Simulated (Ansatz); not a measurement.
**Cs2PbI2Cl2 (I4/mmm): band gap by G0W0 on HSE06**

How far does one-shot GW move the HSE06 gap of Cs2PbI2Cl2 (I4/mmm)?

Method: HSE06, then G0W0 on it, plane waves, PAW, in Ansatz 0.2.0.

**1. The structure**

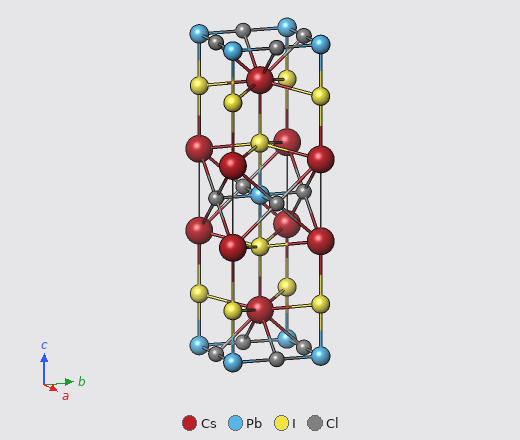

Start, viewed slightly off an axis; caesium red, lead blue, iodine yellow, chlorine grey. This picture shows the conventional cell, with its axes. Some periodic images of atoms are drawn too.

The cell and positions are those that the Materials Project relaxed with its own functionals (PBE, PBE+U or r2SCAN), kept fixed. Spin-orbit coupling is left out unless a step names it.

The logs state that the PAW files were generated under PBE.

**2. HSE06 levels on the mesh and at listed points**

HSE06 mixes in a quarter of exact exchange at short range.

This step: DFT, HSE06, plane waves, PAW; PAW set soft_1.

input.yaml

```yaml
crystal:
  lattice:
    - [-2.8838975, 2.8838975, 9.7428095]
    - [2.8838975, -2.8838975, 9.7428095]
    - [2.8838975, 2.8838975, -9.7428095]
  atoms:
    - { symbol: Cs, position: [0.368645, 0.368645, 0.0] }
    - { symbol: Cs, position: [0.631355, 0.631355, 0.0] }
    - { symbol: Pb, position: [0.0, 0.0, 0.0] }
    - { symbol: I, position: [0.166328, 0.166328, 0.0] }
    - { symbol: I, position: [0.833672, 0.833672, 0.0] }
    - { symbol: Cl, position: [0.5, 0.0, 0.5] }
    - { symbol: Cl, position: [0.0, 0.5, 0.5] }
kpoints:
  mp_grid: { grid: [4, 4, 4] }
  band_path:
    path:
      - [0.0, 0.0, 0.0]
      - [0.0, 0.0, 0.5]
      - [0.25, 0.25, 0.25]
      - [0.0, 0.5, 0.0]
      - [0.5, 0.5, -0.5]
      - [0.27190439, 0.72809561, -0.27190439]
      - [-0.27190439, 0.27190439, 0.27190439]
      - [-0.04380879, 0.04380879, 0.5]
    npoints: 1
hamiltonian:
  xc: hse06
  pseudopotentials: { kind: paw, azcp: { folder: soft_1 } }
scf:
  occupations: { method: fixed }
  n_extra_bands: 6
output:
  eigenvalues: true
  write_density: true
  write_potential: true
  elf: true
  volumetric_format: npy
```

Run with:

```sh
> ansatz run input.yaml --threads 2 --pin off --max-ram 92160MiB --backend cuda --events-out ev --progress --plain --runs-dir out --devices 1 --max-vram 13GiB
```

Numbers of over 12 decimals in the logs are rounded to 6 here.

What it wrote:

```text
basis.fft_grid_basis auto: the FFT boxes are laid along the combinations [[1, -1, 0], [0, 1, 0], [1, 0, 1]] of the cell's own vectors, 8.157, 10.562 and 5.768 Å long. The dense box has 60×72×40 points. Along the cell's own vectors, as sized, it would have 72×72×72, 2.16 times as many. Of the 16 symmetry operations that the crystal satisfies within crystal.symmetry.tolerance (time reversal apart; of a slab, those that [...]
scf.n_extra_bands = 6 over 40 filled bands (N_el = 80.0): the run solves 46 bands
GPUs: using 1 of 1 available (devices: 1).
Engine: ansatz 0.2.0, x86_64-unknown-linux-gnu
Pseudopotentials: kind: paw
Pseudopotential: Cs, paw, valence charge 9, recommended cutoff 420 eV (normal), soft_1/Cs.paw.azcp
Pseudopotential: Pb, paw, valence charge 14, recommended cutoff 420 eV (normal), soft_1/Pb.paw.azcp
Pseudopotential: I, paw, valence charge 17, recommended cutoff 420 eV (normal), soft_1/I.paw.azcp
Pseudopotential: Cl, paw, valence charge 7, recommended cutoff 420 eV (normal), soft_1/Cl.paw.azcp
Functional definition: HSE06
  parameter a = 0.25
  parameter omega = 0.11/bohr
  exchange = pbe_x - a*pbe_x_sr(omega) + a*exact_x_sr(omega)
  correlation = pbe_c
davidson cushion auto → on  (no smearing: the cushion is to keep the highest requested band from converging to the state above it; pin scf.eigensolver.cushion to override)
device memory: the entry about to start is reckoned to put 3.2 GiB on a device that reports 47.3 GiB free (of which the cap on the GPU budget leaves the run 13.0 GiB)
GPU FFT provider: cuFFT
GPU libraries: cuBLAS 13.8.2, cuFFT 12.4.0, cuSOLVER 12.3.4
Crystal: 7 atoms, lattice volume = 324.119 Å³
Basis set: ecut = 420 eV, 6401 PW (Γ), FFT grids on a1−a2, a2, a1+a3
Bands: 46, of which v1, the nominal top of the filled ones, is band 40 counted from 1 (39 counted from 0)
Symmetry: 16 space group operations
Space group: I4/mmm (ITA 139), of the structure as read, at distance tolerance 6.9e-5 Å
k-points: 13 of 64
Non-local potential: Cs, projectors of the file, l = 0: 3, l = 1: 2, l = 2: 2, l = 3: 2
Non-local potential: Pb, projectors of the file, l = 0: 2, l = 1: 2, l = 2: 2, l = 3: 1
Non-local potential: I, projectors of the file, l = 0: 2, l = 1: 2, l = 2: 2, l = 3: 1
Non-local potential: Cl, projectors of the file, l = 0: 2, l = 1: 2, l = 2: 1
PAW form: soft (Blöchl's): semilocal exchange-correlation on the pseudo side does not see the compensation charge
PAW frozen core: Cs, regenerated for the run's functional, and the local potential with it (the file was generated under x = pbe(κ = 0.804, μ = 0.219515), c = pbe(β = 0.066725))
PAW frozen core: Pb, regenerated for the run's functional, and the local potential with it (the file was generated under x = pbe(κ = 0.804, μ = 0.219515), c = pbe(β = 0.066725))
PAW frozen core: I, regenerated for the run's functional, and the local potential with it (the file was generated under x = pbe(κ = 0.804, μ = 0.219515), c = pbe(β = 0.066725))
PAW frozen core: Cl, regenerated for the run's functional, and the local potential with it (the file was generated under x = pbe(κ = 0.804, μ = 0.219515), c = pbe(β = 0.066725))
PAW one-centre angular grid: Cs, 194 points (default); XC on 96 Gauss nodes
PAW one-centre angular grid: Pb, 590 points (default); XC on 64 Gauss nodes
PAW one-centre angular grid: I, 590 points (default); XC on 96 Gauss nodes
PAW one-centre angular grid: Cl, 110 points (default); XC on 64 Gauss nodes
Initial density: superposition of atomic densities (chi_scale 0.1, normalization cell, long waves kept (reshape's long-wave potential 0.20 eV rms))
Initial wavefunctions: pseudopotential atomic-orbital guess
GPU buffer pool allocated for 172800 grid points (all kernels)
GPU transforms: local potential and band sums: pruned to the plane-wave sphere, on 60×72×40
Functional: x = pbe(κ = 0.804, μ = 0.219515), c = pbe(β = 0.066725), warm-up for x = pbe(κ = 0.804, μ = 0.219515) + 0.25 (exact − pbe) at short range (hse, ω = 0.207870 Å⁻¹), c = pbe(β = 0.066725); HSE06 as pw.x's `hse` composes it (authors' and Libxc's form: `xc: wpbeh`)
SCF iter   1: F=—  HF=-40448.964994 eV  |F-HF|=—  |Δ(HF+E_count)|=         —  Δρ=2.55e-2  dr2=8.26e0  ethr=1.00e-1  ⟨swp⟩=8.3  Hψ=1816  notcnv=0
preconditioner: auto → none  [insulator: Δε(μ)=1.108 eV  Ē_g=11.176 eV  n_scr=50 (ndim 8)  ℏωp=15.4 eV  f_vac=0.073]
SCF iter   2: F=—  HF=-40446.262814 eV  |F-HF|=—  |Δ(HF+E_count)|=    2.70e0  Δρ=1.25e-2  dr2=1.87e0  ethr=1.03e-2  ⟨swp⟩=6.4  Hψ=1783  notcnv=0  defer=4
iter 3 solved again at ethr=2.15e-4 eV; its pass at ethr=2.33e-3 eV (dr2=1.72e-1 eV) is discarded
SCF iter   3: F=—  HF=-40445.832185 eV  |F-HF|=—  |Δ(HF+E_count)|=   4.31e-1  Δρ=4.73e-3  dr2=1.75e-1  ethr=2.15e-4  ⟨swp⟩=4.2  Hψ=3016  notcnv=0  defer=4
SCF iter   4: F=—  HF=-40445.806088 eV  |F-HF|=—  |Δ(HF+E_count)|=   2.61e-2  Δρ=2.19e-3  dr2=1.48e-2  ethr=2.15e-4  ⟨swp⟩=5.6  Hψ=1608  notcnv=0  defer=2
SCF iter   5: F=—  HF=-40445.810051 eV  |F-HF|=—  |Δ(HF+E_count)|=   3.96e-3  Δρ=8.62e-4  dr2=1.83e-3  ethr=1.85e-5  ⟨swp⟩=5.0  Hψ=1704  notcnv=0  defer=2
SCF iter   6: F=-40445.811645 eV  HF=-40445.811633 eV  |F-HF|=1.26e-5  |Δ(HF+E_count)|=   1.58e-3  Δρ=1.92e-4  dr2=1.03e-4  ethr=2.28e-6  ⟨swp⟩=5.5  Hψ=1851  notcnv=0  defer=3
SCF 1 stopped early in 6 iterations: F = -40445.811645 eV  dr2 = 1.03e-4
  greatest PAW one-centre occupation: 0.999 electrons in one spin orbital (limit 2), on the I atom at site 4 (counted from 0), in its partial waves of l = 2
device memory: the entry about to start is reckoned to put 4.2 GiB (of the 4.3 GiB reckoned in all, the device holds 0.1 GiB already) on a device that reports 47.2 GiB free (of which the cap on the GPU budget leaves the run 12.9 GiB)
GPU FFT provider: cuFFT
GPU libraries: cuBLAS 13.8.2, cuFFT 12.4.0, cuSOLVER 12.3.4
Initial density: handed on by an earlier stage of this run
Initial wavefunctions: those handed on with the density
GPU buffer pool allocated for 172800 grid points (all kernels)
GPU transforms: local potential and band sums: pruned to the plane-wave sphere, on 60×72×40
Functional: x = pbe(κ = 0.804, μ = 0.219515) + 0.25 (exact − pbe) at short range (hse, ω = 0.207870 Å⁻¹), c = pbe(β = 0.066725); HSE06 as pw.x's `hse` composes it (authors' and Libxc's form: `xc: wpbeh`)
Exchange kernel: α = 0.2500, screened, ω = 0.2079 Å⁻¹, Wigner–Seitz truncation, v(0) = 1046.7486 eV·Å³, q-mesh 4×4×4, nearest image of the exchange supercell L = 23.07 Å, pair-density grid 50×72×30, without the augmentation charges, whose exchange is taken in its separable form by FFT convolution over the k-point mesh (the finest that the files' search goes to), smooth part of the exact exchange by density-matrix convolution in up to 15.52 GiB of GPU memory as planned if the GPU has room (build and FFT work areas not counted)
Frozen-core exchange: fock
SCF iter   1: F=—  HF=-40470.191137 eV  |F-HF|=—  |Δ(HF+E_count)|=         —  Δρ=2.85e-3  dr2=2.92e-2  ethr=1.28e-6  ⟨swp⟩=9.9  Hψ=3319  notcnv=0
preconditioner: auto → none  [insulator: Δε(μ)=3.283 eV  Ē_g=10.367 eV  n_scr=50 (ndim 8)  ℏωp=13.4 eV  f_vac=0.134]
SCF iter   2: F=—  HF=-40470.181763 eV  |F-HF|=—  |Δ(HF+E_count)|=   9.37e-3  Δρ=1.01e-3  dr2=3.39e-3  ethr=1.28e-6  ⟨swp⟩=5.2  Hψ=2126  notcnv=0
SCF iter   3: F=—  HF=-40470.191706 eV  |F-HF|=—  |Δ(HF+E_count)|=   9.94e-3  Δρ=3.57e-4  dr2=3.82e-4  ethr=1.28e-6  ⟨swp⟩=4.8  Hψ=1944  notcnv=0
SCF iter   4: F=—  HF=-40470.191604 eV  |F-HF|=—  |Δ(HF+E_count)|=   1.01e-4  Δρ=4.95e-5  dr2=1.50e-5  ethr=4.07e-7  ⟨swp⟩=3.0  Hψ=1440  notcnv=0
SCF iter   5: F=-40470.191700 eV  HF=-40470.191703 eV  |F-HF|=2.18e-6  |Δ(HF+E_count)|=   9.82e-5  Δρ=3.11e-5  dr2=4.08e-6  ethr=7.22e-9  ⟨swp⟩=6.2  Hψ=2399  notcnv=0
SCF 2 stopped early in 5 iterations: F = -40470.191700 eV  dr2 = 4.08e-6
hybrid outer 1: dexx = +1.195e-2 eV, tail = 3.57e-5 eV
GPU FFT provider: cuFFT
GPU libraries: cuBLAS 13.8.2, cuFFT 12.4.0, cuSOLVER 12.3.4
GPU buffer pool allocated for 172800 grid points (all kernels)
GPU transforms: local potential and band sums: pruned to the plane-wave sphere, on 60×72×40
Exchange kernel: α = 0.2500, screened, ω = 0.2079 Å⁻¹, Wigner–Seitz truncation, v(0) = 1046.7486 eV·Å³, q-mesh 4×4×4, nearest image of the exchange supercell L = 23.07 Å, pair-density grid 50×72×30, without the augmentation charges, whose exchange is taken in its separable form by FFT convolution over the k-point mesh (the finest that the files' search goes to), smooth part of the exact exchange by density-matrix convolution in up to 15.52 GiB of GPU memory as planned if the GPU has room (build and FFT work areas not counted)
Frozen-core exchange: fock
SCF iter   1: F=—  HF=-40470.191662 eV  |F-HF|=—  |Δ(HF+E_count)|=         —  Δρ=2.01e-5  dr2=1.51e-6  ethr=2.23e-7  ⟨swp⟩=3.8  Hψ=1405  notcnv=0
preconditioner: auto → none  [insulator: Δε(μ)=3.256 eV  Ē_g=10.361 eV  n_scr=50 (ndim 8)  ℏωp=13.4 eV  f_vac=0.140]
iter 2 solved again at ethr=9.61e-11 eV; its pass at ethr=1.49e-9 eV (dr2=7.69e-8 eV) is discarded
SCF iter   2: F=—  HF=-40470.191662 eV  |F-HF|=—  |Δ(HF+E_count)|=   4.40e-8  Δρ=8.66e-6  dr2=1.31e-7  ethr=9.61e-11  ⟨swp⟩=3.3  Hψ=3518  notcnv=0
SCF iter   3: F=-40470.191662 eV  HF=-40470.191662 eV  |F-HF|=1.55e-8  |Δ(HF+E_count)|=   4.60e-7  Δρ=4.20e-6  dr2=3.84e-8  ethr=9.61e-11  ⟨swp⟩=6.8  Hψ=2030  notcnv=0  defer=2
SCF 3 converged in 3 iterations: F = -40470.191662 eV  dr2 = 3.84e-8
hybrid outer 2: dexx = +4.941e-7 eV, tail = 9.32e-8 eV, Δε = 2.19e-3 eV (about 1.41e-4 eV left of the loop's levels)
the search or the solves at the SCF's close seem to have found levels that the self-consistency loop had missed (the run counts 1). By its estimate they hold under 1e-12 electrons; where the run keeps them, the occupations were computed again with them
device memory: the entry about to start is reckoned to put 1.5 GiB on a device that reports 46.0 GiB free (of which the cap on the GPU budget leaves the run 13.0 GiB)
NSCF: frozen V_eff on 8 k-points
hybrid SCF converged: 2 outer / 8 inner (+6 warm-up), last move |dexx| = 4.94e-7 eV, tail = 9.32e-8 eV
Stability not checked: this state was not tested for a lower state beside it, because the functional holds exact exchange (a hybrid, or Hartree-Fock), whose exchange loop this test does not read (fock_operator; see scf.lower_state_search)
Free energy (F): -40470.191662 eV
Frozen-core exchange: fock
Harris-Foulkes:  -40470.191662 eV  (|F-HF|=1.55e-8)
Internal energy: -40470.191662 eV  (E = F + TS)
E sigma→0 (E₀):  -40470.191662 eV
Fermi energy:    2.344163 eV
--- Per-component energies (eV) ---
  E_band       = -1254.345128
  E_kinetic    = 1200.780057
  E_local      = -7934.529059  (includes V_loc(G=0)·N_el)
  E_nonlocal   = 640.431435
  E_hartree    = 3396.939795
  E_xc         = -800.732087
  E_vxc        = -696.767380  (∫ρ·V_xc dr)
  E_exx        = -194.547929  (= α·E_x^exact, valence–valence)
  E_paw        = -31423.900842  (= ΣΔE_a)
  E_vpaw       = -869.040817  (= ΣTr[D̂ρ^β])
  E_aug_tail   = -0.004848  (compensation charges beyond the density's cutoff)
  E_ewald      = -5353.706020
  E_core_change = -0.922163  (= ΣΔE_core)
  E_smearing   = -0.000000  (= −TS)
  E_closure    = 0.000000  (closes the sum)
  Σ components = -40470.191662   (vs F -40470.191662, Δ=-7.28e-12)
--- Band table (eV; the first three rows and the last of 13) ---
  k-point 0: bands = [... 36 lower, 1.4378, 1.5688, 1.6600, 1.6600, 7.1168, 7.4031, 8.0976, 8.2659, ... 2 higher]
  k-point 1: bands = [... 36 lower, 1.3765, 1.4065, 1.5837, 1.8431, 7.0153, 7.3090, 7.3437, 8.1548, ... 2 higher]
  k-point 2: bands = [... 36 lower, 1.3175, 1.4884, 1.6281, 2.3442, 5.5991, 5.7033, 6.5999, 8.7880, ... 2 higher]
  k-point 12: bands = [... 36 lower, 1.4725, 1.6208, 1.6208, 1.8639, 6.9138, 7.7275, 7.8731, 7.9362, ... 2 higher]
```

Run time: 1.7 min. Hardware: 1 × NVIDIA H100 80GB HBM3 (shared by 6 runs) with 2 threads of AMD EPYC 7R13 (Zen 3), shared host; peak memory 2.8 GiB; 2.3 min of CPU time.

Numbers from this step:

```
gap                     : 3.255 eV
valence top at          : X
conduction bottom at    : X
least direct gap        : 3.255 eV
exact-exchange fraction : 0.25
```

Over mesh and listed points the gap is 3.255 eV, direct, at k = (0.000, 0.000, 0.500).

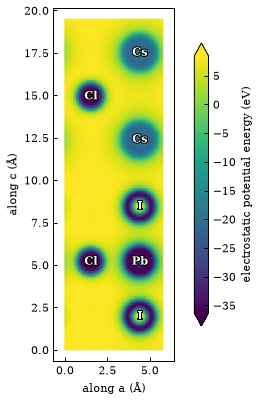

Electrostatic potential energy in the ac plane of the conventional cell at fractional y = 0.000, with atoms of Cs and Pb and I and Cl within 0.2 Å of it. With pseudopotentials it is smooth inside the atoms' cores, unlike the true potential. The map starts off the cell's origin, so that atoms lie inside it.

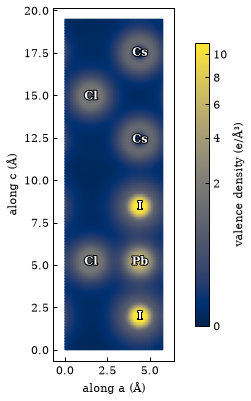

Valence density in the ac plane of the conventional cell at fractional y = 0.000, with atoms of Cs and Pb and I and Cl within 0.2 Å of it. It is the smooth field of the valence electrons, not physical close to the nuclei. The map starts off the cell's origin, so that atoms lie inside it. The colour scale is stretched toward low values.

(Part 1 of 2 ends here.)

[Paths, hosts, dates, memory and timing lines, banners, echoed tables and standing remarks are left out of the program output.]

[Logs are printed without paths, hosts, clocks, repeated set-up lines and the standing remarks that a program may print on its own settings, such as how far it seeks lower states.]

[Runs of the session that timed out or met a known fault of the program may be left out.]

[Cells called generated may have been cut or substituted from an entry of the Crystallography Open Database or the Materials Project.]

[Hosts, paths, dates, database ids (printed as entryN), source tags and the programs' standing remarks are cut or masked in the printed files.]

[Where an RPA ε∞ is given, it is that of the G0W0 mesh and is not shown converged in it. Names of k-points follow the symmetry that the program found, which can be lower than the space group named. Band edges on a path are those of the sampled points; other points can move an edge, and change direct to indirect where valleys lie close.]

[Hybrid gaps are those of their k-mesh and are not shown converged in it.]
